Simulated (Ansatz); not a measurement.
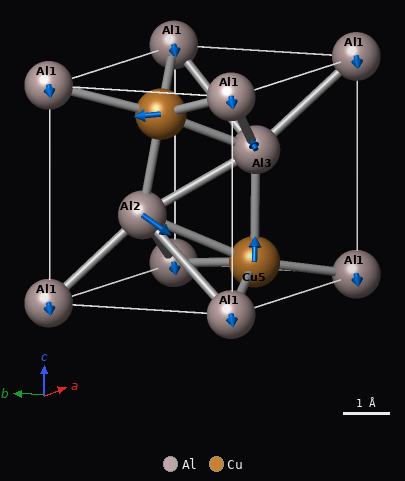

A relaxation of crystalline Al3Cu2 (set up in P1). The starting structure is drawn; blue arrows show the displacements (the part carried along by the change of the cell is left out), 3 times their true length.

Style: ball-and-stick. Shown: the cell of the calculation, from a free direction.

Case: cure: more steps.

Theory: Ansatz, DFT r2SCAN, scalar-relativistic, plane waves, PAW.

Input
```yaml
crystal:
  lattice:
    - [4.0919516368, 0.0, 0.0]
    - [-2.0459758184, 3.5437340685, 0.0]
    - [0.0, 0.0, 4.9927787]
  atoms:
    - { symbol: Al, position: [-0.0037336836, 0.0033181849, 0.0018900355] }
    - { symbol: Al, position: [0.3109743946, 0.7058200178, 0.3641339836] }
    - { symbol: Al, position: [0.6260530595, 0.2997055641, 0.6268790659] }
    - { symbol: Cu, position: [0.3262704158, 0.6149234396, 0.8289161699] }
    - { symbol: Cu, position: [0.6162309826, 0.3008176777, 0.1136595337] }
basis:
  ecutwfc: 500
kpoints:
  mp_grid: { grid: [6, 6, 4] }
hamiltonian:
  xc: r2scan
scf:
  occupations: { method: gaussian, width: 0.1 }
output:
  forces: true
  stress: true
  eigenvalues: true
relax:
  adjacent_minimum: "off"
  f_tol: 0.005
  max_steps: 100
  cell: { stress_tol: 0.05 }
```

Run as
```bash
ansatz run input.yaml --threads 1 --pin off --max-ram 2560MiB --backend cpu --events-out ev --progress --plain --runs-dir out
```

Describe the change and its energy.

Answer. The energy falls by 121 meV per atom in 5 accepted moves (6 points after the start). The largest force component goes from 1.5 to 0.0027 eV/Å. The pressure goes from 4.10 to 0.01 GPa. The SCF was repeated once at an unchanged geometry on a basis and grid sized afresh for the cell, which shifted the energy by less than 0.05 meV per atom at most. Al2 moves most relative to the cell: 0.26 Å along [0 −2 −1]. Largest moves by element: Al 0.26 Å, Cu 0.20 Å. Cell: a 4.092 → 4.106 Å (+0.4 %), b 4.092 → 4.077 Å (−0.4 %), c 4.993 → 5.016 Å (+0.5 %), α 90.0° → 90.4°, β 90.0° → 90.2°. Volume +0.4 %. Near-neighbour distances that change, for instance: Al2–Al3 2.481 → 2.795 Å, Cu4–Cu5 2.570 → 2.868 Å, Al2–Cu5 2.818 → 2.543 Å, Al2–Cu5 (another image) 2.771 → 2.544 Å. Within 0.06 Å the space group is P1 at the start and C2/m at the end; at a tighter tolerance small leftover displacements or strains of the cell lower it. Cost: 9.1 min on 1 thread of Intel(R) Xeon(R) Processor @ 2.50GHz (Skylake/Cascade Lake), with other jobs on the host, peak memory 0.58 GiB.
